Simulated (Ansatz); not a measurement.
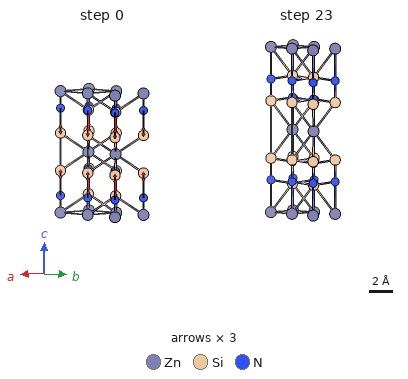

The structure of crystalline ZnSi₂N₂ (a generated structure, set up in I4/mmm) (coarse preliminary run) before (left) and after (right) a relaxation, at one scale. The red arrows give the displacements (the part carried along by the change of the cell is left out), 3 times their true length.

Style: ball-and-stick. Shown: the conventional cell (2 times the calculation's cell), repeated 1 × 2 × 1 with one cell outlined, from a free direction. Lengths and directions refer to the drawn axes.

Theory: Ansatz 0.2.0, DFT PBE, scalar-relativistic, plane waves, PAW.

Input
```yaml
crystal:
  lattice:
    - [-1.77015696, 1.77015696, 5.47644353]
    - [1.77015696, -1.77015696, 5.47644353]
    - [1.77015696, 1.77015696, -5.47644353]
  atoms:
    - { symbol: Zn, position: [0.0, 0.0, 0.0] }
    - { symbol: Si, position: [0.65471745, 0.65471745, 0.0] }
    - { symbol: Si, position: [0.34528255, 0.34528255, 0.0] }
    - { symbol: "N", position: [0.85929483, 0.85929483, 0.0] }
    - { symbol: "N", position: [0.14070517, 0.14070517, 0.0] }
basis:
  ecutwfc: 420
kpoints:
  mp_grid: { grid: [6, 6, 6] }
hamiltonian:
  xc: pbe
scf:
  occupations: { method: gaussian, width: 0.1 }
  lower_state_search: "off"
output:
  forces: true
  stress: true
  eigenvalues: true
relax:
  adjacent_minimum: "off"
  f_tol: 0.04
  max_steps: 70
  cell: { stress_tol: 0.4 }
```

Command:
```bash
ansatz run input.yaml --threads 1 --pin off --max-ram 2560MiB --backend cpu --events-out ev --progress --plain --runs-dir out
```

Summarise the run.

Answer. The largest moves relative to the cell, 0.81 Å, are those of N4 and N5. N5 goes along +c. By element the largest moves are N 0.81 Å, Si 0.28 Å. Zn stays in place. Cell: a = b 3.540 → 2.741 Å (−22.6 %), c 10.953 → 14.896 Å (+36.0 %). Volume −18.5 %. Near-neighbour distances that change, for instance: Zn1–N4 1.541 → 2.903 Å, Si2–Si2 3.540 → 2.741 Å, Si2–N5 2.508 → 1.963 Å, Si2–N4 2.241 → 1.957 Å. The space group stays I4/mmm (No. 139). After 19 accepted moves (23 points after the start) the energy has fallen by 6.666 eV per cell of the calculation. The largest force component goes from 14 to 0.0029 eV/Å. The pressure goes from 17.51 to 0.01 GPa. The line search rejected the trial step at point 14 of the run. At 3 points the geometry stayed and the basis and grid were re-selected for the new cell (energy shift of 0.176 eV per cell of the calculation at most each time). The run took 82 s on 1 thread of Intel(R) Xeon(R) Processor @ 2.70GHz (shared host), peak memory 0.39 GiB.
